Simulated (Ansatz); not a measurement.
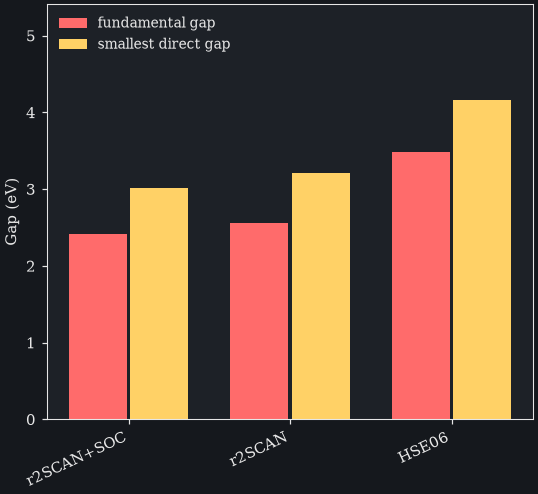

Gaps of KTaO$_{3}$, space group P4/mmm, 5 atoms in the cell, cubic perovskite type, epitaxial (xy) strain +1.0%, at several levels of theory on one cell (Ansatz, plane waves and PAW; edges over the mesh and the special points).

**How does the gap depend on the level, and does its kind change?**

In rising order: r2SCAN+SOC 2.41 eV, r2SCAN 2.55 eV and HSE06 3.49 eV. It is indirect at every level.
